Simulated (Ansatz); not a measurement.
# Fe: single-point calculation (part 2 of 3)

Fe (Fmmm, 1 atom in the cell); DFT, r2SCAN+U, PAW with Ansatz's default frozen-core files, scalar-relativistic, Ueff = 7 eV on Fe d (Ansatz 0.2.0); cutoff 500 eV, 14×14×14 k-mesh, Fermi–Dirac smearing of 0.1 eV, collinear spins. The structure derives from a Materials Project entry. The run did not end well. It belongs to a series of runs on one base structure; here: U = 7 eV on Fe d, PAW files. The run did not end well; see the last part.

Geometry of the input (Å; fractional positions):
```
0.0000  1.9417  1.9651
1.4984  0.0000  1.9651
1.4984  1.9417  0.0000
Fe 0.0000  0.0000  0.0000
```

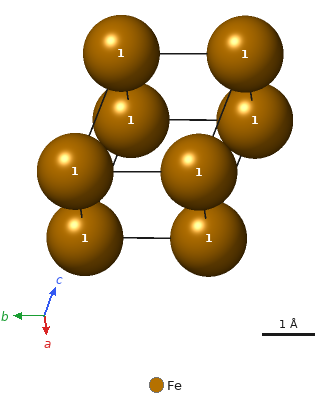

**Figure 1.** The structure as given in the input (spheres-only view of the reduced cell, seen at an oblique angle; atoms are numbered from 1 in the order of the input).

**The program's output, continued**
```
SCF iter   1: F=—  HF=-4480.636143 eV  |F-HF|=—  |Δ(HF+E_count)|=         —  Δρ=1.01e-1 (↑4.58e-2 ↓1.01e-1)  dr2=2.50e-1  dr2_τ=1.42e-2  dr2_m=5.62e-1  M=3.192 μB ∫|m|=3.249 μB  β_m=1.00  ethr=1.56e-3  ⟨swp⟩=1.0  Hψ=77333  notcnv=0
preconditioner: auto → none  [metal: Δε(μ)=0.005 eV  Ē_g=17.478 eV  σ=0.100 eV  W_gap=0.01  n_scr=0 (ndim 8)  ℏωp=31.1 eV  f_vac=0.000  D(μ)=0.90/eV (n_scr^D=12)]
SCF iter   2: F=—  HF=-4480.720537 eV  |F-HF|=—  |Δ(HF+E_count)|=   8.44e-2  Δρ=1.97e-2 (↑8.76e-3 ↓1.97e-2)  dr2=1.72e-2  dr2_τ=1.36e-3  dr2_m=1.66e-2  M=3.085 μB ∫|m|=3.323 μB  β_m=1.00  ethr=1.56e-3  ⟨swp⟩=3.0  Hψ=25027  notcnv=0  κ⁻¹=1.0e0(r=1)
SCF iter   3: F=—  HF=-4481.106305 eV  |F-HF|=—  |Δ(HF+E_count)|=   3.86e-1  Δρ=8.75e-3 (↑5.87e-3 ↓8.75e-3)  dr2=3.90e-3  dr2_τ=1.33e-4  dr2_m=2.31e-3  M=3.050 μB ∫|m|=3.357 μB  β_m=1.00  ethr=1.07e-4  ⟨swp⟩=2.5  Hψ=27285  notcnv=0  defer=381  κ⁻¹=4.5e-3(r=2)
SCF iter   4: F=—  HF=-4481.339632 eV  |F-HF|=—  |Δ(HF+E_count)|=   2.33e-1  Δρ=4.92e-3 (↑1.95e-3 ↓4.92e-3)  dr2=6.80e-4  dr2_τ=4.60e-5  dr2_m=6.74e-4  M=3.039 μB ∫|m|=3.373 μB  β_m=1.00  ethr=2.44e-5  ⟨swp⟩=2.4  Hψ=24196  notcnv=0  defer=435  κ⁻¹=5.3e-4(r=3)
SCF iter   5: F=—  HF=-4481.484896 eV  |F-HF|=—  |Δ(HF+E_count)|=   1.45e-1  Δρ=4.51e-3 (↑2.37e-3 ↓4.51e-3)  dr2=1.63e-3  dr2_τ=3.63e-5  dr2_m=4.87e-4  M=3.028 μB ∫|m|=3.377 μB  β_m=0.30  ethr=4.25e-6  ⟨swp⟩=2.0  Hψ=21866  notcnv=0  defer=491  κ⁻¹=5.6e-5(r=4)
SCF iter   6: F=—  HF=-4481.574303 eV  |F-HF|=—  |Δ(HF+E_count)|=   8.94e-2  Δρ=6.22e-3 (↑2.00e-3 ↓6.22e-3)  dr2=1.53e-3  dr2_τ=4.26e-5  dr2_m=1.23e-3  M=3.022 μB ∫|m|=3.376 μB  β_m=1.20  ethr=4.25e-6  ⟨swp⟩=2.0  Hψ=20219  notcnv=0  defer=501
Mixer restart at iter 6: flushing history
spin-set hold released at iteration 6 (site moments contracting): the magnetisation degrees of freedom join the quasi-Newton model from the next iteration; the mixer history was flushed
SCF iter   7: F=—  HF=-4481.629480 eV  |F-HF|=—  |Δ(HF+E_count)|=   5.52e-2  Δρ=6.37e-3 (↑2.32e-3 ↓6.37e-3)  dr2=2.35e-3  dr2_τ=4.97e-5  dr2_m=4.74e-4  M=3.011 μB ∫|m|=3.372 μB  β_m=1.20  ethr=4.25e-6  ⟨swp⟩=2.0  Hψ=20572  notcnv=0  defer=506  κ⁻¹=1.0e0(r=1)
SCF iter   8: F=—  HF=-4481.623669 eV  |F-HF|=—  |Δ(HF+E_count)|=   5.81e-3  Δρ=6.20e-3 (↑2.22e-3 ↓6.20e-3)  dr2=2.22e-3  dr2_τ=4.94e-5  dr2_m=4.56e-4  M=3.012 μB ∫|m|=3.373 μB  β_m=1.20  ethr=4.25e-6  ⟨swp⟩=1.0  Hψ=12369  notcnv=0  defer=517  κ⁻¹=3.0e-3(r=2)
SCF iter   9: F=—  HF=-4481.598573 eV  |F-HF|=—  |Δ(HF+E_count)|=   2.51e-2  Δρ=5.22e-3 (↑1.78e-3 ↓5.22e-3)  dr2=1.55e-3  dr2_τ=2.81e-5  dr2_m=3.42e-4  M=3.023 μB ∫|m|=3.384 μB  β_m=1.20  ethr=4.25e-6  ⟨swp⟩=2.1  Hψ=17927  notcnv=0  defer=517  κ⁻¹=9.1e-4(r=3)
SCF iter  10: F=—  HF=-4481.644620 eV  |F-HF|=—  |Δ(HF+E_count)|=   4.60e-2  Δρ=7.05e-3 (↑3.34e-3 ↓7.05e-3)  dr2=2.91e-3  dr2_τ=4.52e-5  dr2_m=5.18e-4  M=3.030 μB ∫|m|=3.398 μB  β_m=1.20  ethr=4.25e-6  ⟨swp⟩=2.0  Hψ=23670  notcnv=0  defer=546  κ⁻¹=1.2e-4(r=4)
SCF iter  11: F=—  HF=-4481.618448 eV  |F-HF|=—  |Δ(HF+E_count)|=   2.62e-2  Δρ=6.79e-3 (↑3.06e-3 ↓6.79e-3)  dr2=2.39e-3  dr2_τ=3.90e-5  dr2_m=7.40e-4  M=3.041 μB ∫|m|=3.409 μB  β_m=1.20  ethr=4.25e-6  ⟨swp⟩=2.1  Hψ=20848  notcnv=0  defer=581  κ⁻¹=1.1e-4(r=5)
SCF iter  12: F=—  HF=-4481.524264 eV  |F-HF|=—  |Δ(HF+E_count)|=   9.42e-2  Δρ=1.11e-2 (↑2.60e-3 ↓1.11e-2)  dr2=8.09e-3  dr2_τ=6.56e-5  dr2_m=3.22e-3  M=3.098 μB ∫|m|=3.444 μB  β_m=1.20  ethr=4.25e-6  ⟨swp⟩=3.2  Hψ=28599  notcnv=0  defer=596  κ⁻¹=8.4e-5(r=6)
SCF iter  13: F=—  HF=-4481.527812 eV  |F-HF|=—  |Δ(HF+E_count)|=   3.55e-3  Δρ=1.25e-2 (↑2.62e-3 ↓1.25e-2)  dr2=1.02e-2  dr2_τ=8.02e-5  dr2_m=4.26e-3  M=3.092 μB ∫|m|=3.443 μB  β_m=1.20  ethr=4.25e-6  ⟨swp⟩=1.8  Hψ=19718  notcnv=0  defer=572  κ⁻¹=6.5e-5(r=7)
SCF iter  14: F=—  HF=-4481.518250 eV  |F-HF|=—  |Δ(HF+E_count)|=   9.56e-3  Δρ=9.47e-3 (↑2.68e-3 ↓9.47e-3)  dr2=5.83e-3  dr2_τ=4.47e-5  dr2_m=2.28e-3  M=3.107 μB ∫|m|=3.445 μB  β_m=1.20  ethr=4.25e-6  ⟨swp⟩=2.0  Hψ=20099  notcnv=0  defer=572  κ⁻¹=6.2e-5(r=8)
SCF iter  15: F=—  HF=-4481.519945 eV  |F-HF|=—  |Δ(HF+E_count)|=   1.69e-3  Δρ=9.32e-3 (↑2.68e-3 ↓9.32e-3)  dr2=5.62e-3  dr2_τ=4.46e-5  dr2_m=2.20e-3  M=3.105 μB ∫|m|=3.444 μB  β_m=1.20  ethr=4.25e-6  ⟨swp⟩=1.0  Hψ=12505  notcnv=0  defer=567  κ⁻¹=3.9e-5(r=8)
SCF iter  16: F=—  HF=-4481.508414 eV  |F-HF|=—  |Δ(HF+E_count)|=   1.15e-2  Δρ=8.60e-3 (↑2.61e-3 ↓8.60e-3)  dr2=4.81e-3  dr2_τ=3.39e-5  dr2_m=1.81e-3  M=3.121 μB ∫|m|=3.449 μB  β_m=1.20  ethr=4.25e-6  ⟨swp⟩=2.0  Hψ=16154  notcnv=0  defer=567  κ⁻¹=2.1e-5(r=8)
SCF iter  17: F=—  HF=-4481.444825 eV  |F-HF|=—  |Δ(HF+E_count)|=   6.36e-2  Δρ=1.87e-2 (↑3.26e-3 ↓1.87e-2)  dr2=2.39e-2  dr2_τ=1.34e-4  dr2_m=1.05e-2  M=3.187 μB ∫|m|=3.451 μB  β_m=1.20  ethr=4.25e-6  ⟨swp⟩=2.8  Hψ=25164  notcnv=0  defer=563  κ⁻¹=8.7e-6(r=8)
SCF iter  18: F=—  HF=-4481.441806 eV  |F-HF|=—  |Δ(HF+E_count)|=   3.02e-3  Δρ=6.05e-3 (↑2.07e-3 ↓6.05e-3)  dr2=1.78e-3  dr2_τ=3.40e-5  dr2_m=8.55e-4  M=3.198 μB ∫|m|=3.445 μB  β_m=1.20  ethr=4.25e-6  ⟨swp⟩=2.1  Hψ=28648  notcnv=0  defer=553  κ⁻¹=3.2e-6(r=8)
SCF iter  19: F=—  HF=-4481.444230 eV  |F-HF|=—  |Δ(HF+E_count)|=   2.42e-3  Δρ=5.24e-3 (↑1.93e-3 ↓5.24e-3)  dr2=1.17e-3  dr2_τ=3.35e-5  dr2_m=6.10e-4  M=3.199 μB ∫|m|=3.448 μB  β_m=1.20  ethr=4.25e-6  ⟨swp⟩=1.9  Hψ=17389  notcnv=0  defer=562  κ⁻¹=3.2e-6(r=8)
SCF iter  20: F=—  HF=-4481.440277 eV  |F-HF|=—  |Δ(HF+E_count)|=   3.95e-3  Δρ=6.64e-3 (↑2.03e-3 ↓6.64e-3)  dr2=2.26e-3  dr2_τ=4.36e-5  dr2_m=1.15e-3  M=3.200 μB ∫|m|=3.446 μB  β_m=1.20  ethr=4.25e-6  ⟨swp⟩=1.5  Hψ=13629  notcnv=0  defer=562  κ⁻¹=4.2e-6(r=8)
SCF iter  21: F=—  HF=-4481.438371 eV  |F-HF|=—  |Δ(HF+E_count)|=   1.91e-3  Δρ=8.40e-3 (↑2.98e-3 ↓8.40e-3)  dr2=2.77e-3  dr2_τ=7.73e-5  dr2_m=2.26e-3  M=3.210 μB ∫|m|=3.440 μB  β_m=1.20  ethr=4.25e-6  ⟨swp⟩=2.0  Hψ=20239  notcnv=0  defer=562  κ⁻¹=2.5e-6(r=8)
SCF iter  22: F=—  HF=-4481.425689 eV  |F-HF|=—  |Δ(HF+E_count)|=   1.27e-2  Δρ=2.19e-2 (↑6.42e-3 ↓2.19e-2)  dr2=1.90e-2  dr2_τ=4.17e-4  dr2_m=1.76e-2  M=3.233 μB ∫|m|=3.423 μB  β_m=1.20  ethr=4.25e-6  ⟨swp⟩=2.0  Hψ=24254  notcnv=0  defer=567  κ⁻¹=1.6e-6(r=8)
SCF iter  23: F=—  HF=-4481.421302 eV  |F-HF|=—  |Δ(HF+E_count)|=   4.39e-3  Δρ=1.31e-2 (↑4.56e-3 ↓1.31e-2)  dr2=7.01e-3  dr2_τ=1.78e-4  dr2_m=6.41e-3  M=3.214 μB ∫|m|=3.431 μB  β_m=1.20  ethr=4.25e-6  ⟨swp⟩=2.0  Hψ=23678  notcnv=0  defer=555  κ⁻¹=1.6e-4(r=8)
SCF iter  24: F=—  HF=-4481.448332 eV  |F-HF|=—  |Δ(HF+E_count)|=   2.70e-2  Δρ=1.37e-2 (↑3.84e-3 ↓1.37e-2)  dr2=7.33e-3  dr2_τ=1.23e-4  dr2_m=6.52e-3  M=3.211 μB ∫|m|=3.432 μB  β_m=1.20  ethr=4.25e-6  ⟨swp⟩=2.0  Hψ=20431  notcnv=0  defer=542  κ⁻¹=1.6e-4(r=8)
SCF iter  25: F=—  HF=-4481.474213 eV  |F-HF|=—  |Δ(HF+E_count)|=   2.59e-2  Δρ=5.62e-3 (↑1.60e-3 ↓5.62e-3)  dr2=7.67e-4  dr2_τ=2.58e-5  dr2_m=9.13e-4  M=3.158 μB ∫|m|=3.438 μB  β_m=1.20  ethr=4.25e-6  ⟨swp⟩=2.6  Hψ=25626  notcnv=0  defer=538  κ⁻¹=1.1e-4(r=8)
SCF iter  26: F=—  HF=-4481.471169 eV  |F-HF|=—  |Δ(HF+E_count)|=   3.04e-3  Δρ=3.91e-3 (↑8.05e-4 ↓3.91e-3)  dr2=4.53e-4  dr2_τ=1.36e-5  dr2_m=3.10e-4  M=3.159 μB ∫|m|=3.432 μB  β_m=1.20  ethr=4.25e-6  ⟨swp⟩=2.1  Hψ=22083  notcnv=0  defer=553  κ⁻¹=2.3e-4(r=8)
SCF iter  27: F=—  HF=-4481.468545 eV  |F-HF|=—  |Δ(HF+E_count)|=   2.62e-3  Δρ=3.63e-3 (↑5.43e-4 ↓3.63e-3)  dr2=4.24e-4  dr2_τ=1.08e-5  dr2_m=3.03e-4  M=3.158 μB ∫|m|=3.425 μB  β_m=1.20  ethr=2.83e-6  ⟨swp⟩=2.1  Hψ=18558  notcnv=0  defer=553  κ⁻¹=2.7e-4(r=8)
SCF iter  28: F=—  HF=-4481.466046 eV  |F-HF|=—  |Δ(HF+E_count)|=   2.50e-3  Δρ=2.05e-3 (↑4.28e-4 ↓2.05e-3)  dr2=1.92e-4  dr2_τ=2.72e-6  dr2_m=1.10e-4  M=3.166 μB ∫|m|=3.422 μB  β_m=1.20  ethr=2.65e-6  ⟨swp⟩=2.1  Hψ=18551  notcnv=0  defer=553  κ⁻¹=2.5e-4(r=8)
SCF iter  29: F=—  HF=-4481.465497 eV  |F-HF|=—  |Δ(HF+E_count)|=   5.49e-4  Δρ=8.40e-4 (↑3.21e-4 ↓8.40e-4)  dr2=4.12e-5  dr2_τ=6.01e-7  dr2_m=2.86e-5  M=3.171 μB ∫|m|=3.419 μB  β_m=1.20  ethr=1.20e-6  ⟨swp⟩=2.0  Hψ=19216  notcnv=0  defer=552  κ⁻¹=6.4e-5(r=8)
SCF iter  30: F=—  HF=-4481.465509 eV  |F-HF|=—  |Δ(HF+E_count)|=   1.23e-5  Δρ=4.88e-4 (↑2.09e-4 ↓4.88e-4)  dr2=1.41e-5  dr2_τ=2.14e-7  dr2_m=1.04e-5  M=3.171 μB ∫|m|=3.418 μB  β_m=1.20  ethr=2.57e-7  ⟨swp⟩=2.2  Hψ=16606  notcnv=0  defer=557  κ⁻¹=3.1e-5(r=8)
SCF iter  31: F=—  HF=-4481.465529 eV  |F-HF|=—  |Δ(HF+E_count)|=   1.94e-5  Δρ=2.40e-4 (↑9.23e-5 ↓2.40e-4)  dr2=1.95e-6  dr2_τ=4.53e-8  dr2_m=2.26e-6  M=3.170 μB ∫|m|=3.416 μB  β_m=1.20  ethr=8.79e-8  ⟨swp⟩=2.0  Hψ=17940  notcnv=0  defer=557  κ⁻¹=8.9e-6(r=8)
SCF iter  32: F=—  HF=-4481.465527 eV  |F-HF|=—  |Δ(HF+E_count)|=   1.43e-6  Δρ=2.41e-4 (↑9.34e-5 ↓2.41e-4)  dr2=2.01e-6  dr2_τ=4.18e-8  dr2_m=2.47e-6  M=3.170 μB ∫|m|=3.416 μB  β_m=1.20  ethr=1.22e-8  ⟨swp⟩=2.3  Hψ=17128  notcnv=0  defer=557  κ⁻¹=1.6e-6(r=8)
SCF iter  33: F=—  HF=-4481.465537 eV  |F-HF|=—  |Δ(HF+E_count)|=   1.04e-5  Δρ=2.07e-4 (↑8.61e-5 ↓2.07e-4)  dr2=1.69e-6  dr2_τ=4.51e-8  dr2_m=1.68e-6  M=3.170 μB ∫|m|=3.416 μB  β_m=1.20  ethr=1.22e-8  ⟨swp⟩=2.0  Hψ=17199  notcnv=0  defer=557  κ⁻¹=5.4e-5(r=8)
SCF iter  34: F=—  HF=-4481.465561 eV  |F-HF|=—  |Δ(HF+E_count)|=   2.37e-5  Δρ=1.46e-4 (↑4.84e-5 ↓1.46e-4)  dr2=1.87e-6  dr2_τ=2.42e-8  dr2_m=5.90e-7  M=3.170 μB ∫|m|=3.415 μB  β_m=1.20  ethr=1.05e-8  ⟨swp⟩=2.0  Hψ=18416  notcnv=0  defer=557  κ⁻¹=8.0e-5(r=8)
SCF iter  35: F=—  HF=-4481.465565 eV  |F-HF|=—  |Δ(HF+E_count)|=   3.98e-6  Δρ=8.71e-5 (↑3.96e-5 ↓8.71e-5)  dr2=8.81e-7  dr2_τ=4.61e-9  dr2_m=7.83e-8  M=3.170 μB ∫|m|=3.415 μB  β_m=1.20  ethr=1.05e-8  ⟨swp⟩=2.4  Hψ=18069  notcnv=0  defer=559  κ⁻¹=4.6e-5(r=8)
SCF iter  36: F=—  HF=-4481.465572 eV  |F-HF|=—  |Δ(HF+E_count)|=   7.21e-6  Δρ=1.08e-4 (↑4.84e-5 ↓1.08e-4)  dr2=1.02e-6  dr2_τ=7.59e-9  dr2_m=1.70e-7  M=3.170 μB ∫|m|=3.414 μB  β_m=1.20  ethr=5.51e-9  ⟨swp⟩=2.2  Hψ=18039  notcnv=0  defer=559  κ⁻¹=8.1e-5(r=8)
SCF iter  37: F=—  HF=-4481.465584 eV  |F-HF|=—  |Δ(HF+E_count)|=   1.14e-5  Δρ=8.76e-5 (↑5.39e-5 ↓8.76e-5)  dr2=6.27e-7  dr2_τ=1.14e-8  dr2_m=6.00e-8  M=3.169 μB ∫|m|=3.414 μB  β_m=1.20  ethr=5.51e-9  ⟨swp⟩=2.0  Hψ=18290  notcnv=0  defer=559  κ⁻¹=5.6e-4(r=8)
SCF iter  38: F=—  HF=-4481.465605 eV  |F-HF|=—  |Δ(HF+E_count)|=   2.16e-5  Δρ=6.39e-5 (↑3.92e-5 ↓6.39e-5)  dr2=2.74e-7  dr2_τ=1.11e-8  dr2_m=4.64e-8  M=3.169 μB ∫|m|=3.414 μB  β_m=1.20  ethr=3.92e-9  ⟨swp⟩=2.3  Hψ=20388  notcnv=0  defer=560  κ⁻¹=1.0e-3(r=8)
SCF iter  39: F=—  HF=-4481.465609 eV  |F-HF|=—  |Δ(HF+E_count)|=   3.29e-6  Δρ=4.39e-5 (↑3.60e-5 ↓4.39e-5)  dr2=1.40e-7  dr2_τ=5.22e-9  dr2_m=7.13e-9  M=3.169 μB ∫|m|=3.414 μB  β_m=1.20  ethr=1.71e-9  ⟨swp⟩=2.0  Hψ=18452  notcnv=0  defer=560  κ⁻¹=9.8e-4(r=8)
SCF iter  40: F=—  HF=-4481.465609 eV  |F-HF|=—  |Δ(HF+E_count)|=   3.64e-7  Δρ=3.95e-5 (↑2.99e-5 ↓3.95e-5)  dr2=9.17e-8  dr2_τ=4.00e-9  dr2_m=9.78e-9  M=3.169 μB ∫|m|=3.414 μB  β_m=1.20  ethr=6.25e-10  ⟨swp⟩=8.0  Hψ=60465  notcnv=0  κ⁻¹=5.7e-4(r=8)
SCF iter  41: F=—  HF=-4481.465609 eV  |F-HF|=—  |Δ(HF+E_count)|=   3.79e-7  Δρ=3.29e-5 (↑2.26e-5 ↓3.29e-5)  dr2=7.96e-8  dr2_τ=2.08e-9  dr2_m=7.20e-9  M=3.169 μB ∫|m|=3.413 μB  β_m=1.20  ethr=5.73e-10  ⟨swp⟩=5.5  Hψ=55227  notcnv=0  κ⁻¹=5.3e-4(r=8)
SCF iter  42: F=—  HF=-4481.465610 eV  |F-HF|=—  |Δ(HF+E_count)|=   2.15e-7  Δρ=2.87e-5 (↑1.73e-5 ↓2.87e-5)  dr2=5.53e-8  dr2_τ=1.10e-9  dr2_m=5.07e-9  M=3.169 μB ∫|m|=3.413 μB  β_m=1.20  ethr=4.97e-10  ⟨swp⟩=4.5  Hψ=41308  notcnv=0  κ⁻¹=7.1e-4(r=8)
SCF iter  43: F=—  HF=-4481.465610 eV  |F-HF|=—  |Δ(HF+E_count)|=   1.80e-7  Δρ=2.77e-5 (↑1.66e-5 ↓2.77e-5)  dr2=4.90e-8  dr2_τ=9.09e-10  dr2_m=4.69e-9  M=3.169 μB ∫|m|=3.413 μB  β_m=1.20  ethr=3.46e-10  ⟨swp⟩=3.7  Hψ=33577  notcnv=0  κ⁻¹=6.0e-4(r=8)
SCF iter  44: F=—  HF=-4481.465610 eV  |F-HF|=—  |Δ(HF+E_count)|=   1.12e-7  Δρ=2.71e-5 (↑1.64e-5 ↓2.71e-5)  dr2=4.67e-8  dr2_τ=8.57e-10  dr2_m=4.58e-9  M=3.169 μB ∫|m|=3.413 μB  β_m=1.20  ethr=3.06e-10  ⟨swp⟩=3.0  Hψ=29003  notcnv=0  κ⁻¹=6.1e-5(r=8)
SCF iter  45: F=—  HF=-4481.465610 eV  |F-HF|=—  |Δ(HF+E_count)|=   8.51e-8  Δρ=2.46e-5 (↑1.56e-5 ↓2.46e-5)  dr2=3.35e-8  dr2_τ=7.75e-10  dr2_m=2.85e-9  M=3.169 μB ∫|m|=3.413 μB  β_m=1.20  ethr=2.92e-10  ⟨swp⟩=4.4  Hψ=40992  notcnv=0  κ⁻¹=9.2e-5(r=8)
SCF iter  46: F=—  HF=-4481.465609 eV  |F-HF|=—  |Δ(HF+E_count)|=   2.12e-7  Δρ=2.05e-5 (↑1.58e-5 ↓2.05e-5)  dr2=2.38e-8  dr2_τ=7.27e-10  dr2_m=2.22e-9  M=3.169 μB ∫|m|=3.413 μB  β_m=1.20  ethr=2.09e-10  ⟨swp⟩=5.2  Hψ=53397  notcnv=0  κ⁻¹=2.4e-4(r=8)
SCF iter  47: F=—  HF=-4481.465609 eV  |F-HF|=—  |Δ(HF+E_count)|=   2.23e-7  Δρ=1.59e-5 (↑9.01e-6 ↓1.59e-5)  dr2=1.31e-8  dr2_τ=3.56e-10  dr2_m=2.34e-9  M=3.169 μB ∫|m|=3.413 μB  β_m=1.20  ethr=1.49e-10  ⟨swp⟩=4.8  Hψ=46512  notcnv=0  κ⁻¹=2.6e-4(r=8)
SCF iter  48: F=—  HF=-4481.465609 eV  |F-HF|=—  |Δ(HF+E_count)|=   3.61e-8  Δρ=1.73e-5 (↑9.03e-6 ↓1.73e-5)  dr2=1.65e-8  dr2_τ=2.97e-10  dr2_m=2.30e-9  M=3.169 μB ∫|m|=3.413 μB  β_m=1.20  ethr=8.19e-11  ⟨swp⟩=4.4  Hψ=39845  notcnv=0  κ⁻¹=8.5e-4(r=8)
SCF iter  49: F=-4481.465609 eV  HF=-4481.465609 eV  |F-HF|=7.47e-8  |Δ(HF+E_count)|=   2.33e-7  Δρ=1.08e-5 (↑6.78e-6 ↓1.08e-5)  dr2=9.52e-9  dr2_τ=3.01e-10  dr2_m=1.22e-9  M=3.169 μB ∫|m|=3.413 μB  ethr=8.19e-11  ⟨swp⟩=5.1  Hψ=52209  notcnv=0
SCF 1 converged in 49 iterations: F = -4481.465609 eV  dr2 = 9.52e-9
  greatest PAW one-centre occupation: 1.006 electrons in one spin orbital (limit 2), on the Fe atom at site 0 (counted from 0), in its partial waves of l = 1
Following the negative reading down, search 1: the free energy F (with its fill's electron-count term) along its direction. At the converged state itself: F - F(close) = +1.182e-11 eV
  point 1 (+, 4.0e-4 eV away): F - F(close) = -1.261e-3 eV
  point 2 (+, 1.6e-3 eV away): F - F(close) = -4.938e-3 eV
  point 3 (+, 6.4e-3 eV away): F - F(close) = -1.805e-2 eV
  point 4 (+, 2.6e-2 eV away): F - F(close) = -5.283e-2 eV
  point 5 (+, 1.0e-1 eV away): F - F(close) = -1.292e-1 eV
  point 6 (+, 4.1e-1 eV away): F - F(close) = -2.630e-1 eV
  point 7 (+, 1.6e0 eV away): F - F(close) = -3.056e-1 eV
```
